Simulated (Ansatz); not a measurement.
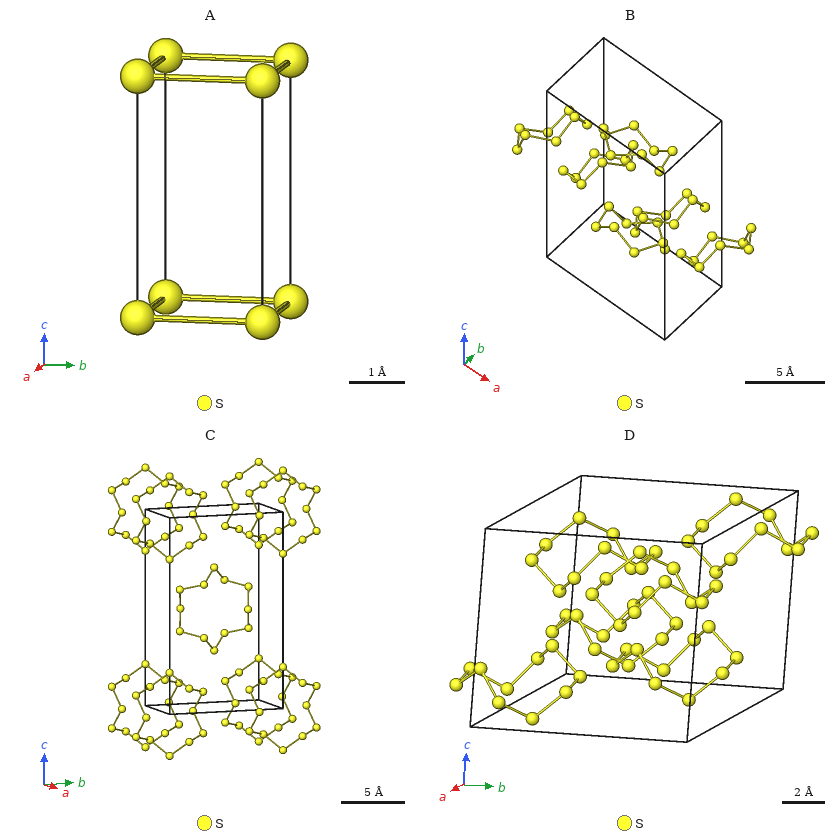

Four structures of S, each relaxed to rest (conventional cells in solid outline, small ones repeated, each panel with its own scale). Method: DFT PBE, scalar-relativistic, plane waves, PAW in Ansatz 0.2.0, without spin polarisation.

### What are the structures shown?

A: 1 atom a cell on a primitive tetragonal lattice, P4/mmm; B: 32 atoms a cell on a primitive monoclinic lattice, P2/c; C: 24 atoms a cell on a primitive orthorhombic lattice, Pnnm; D: 40 atoms a cell on a base-centred monoclinic lattice, C2/c.

### Rank them by energy, lowest first.

B, then C (+14 meV/atom), D (+31 meV/atom) and A (+472 meV/atom), energies at zero smearing.

### Collect the results in a table.

| panel | structure | E − E(lowest) (meV/atom) | volume (Å³/atom) | gap (eV) |
| --- | --- | --- | --- | --- |
| B | P2/c | 0 | 37.6 | 2.69 |
| C | Pnnm | 14 | 36.2 | 2.45 |
| D | C2/c | 31 | 35.1 | 2.19 |
| A | P4/mmm | 472 | 25.3 | metal |

Some of these may be structure types tried for this composition rather than known phases, and the most stable form need not be among them. Gaps are taken on the k-mesh or band path of each run.
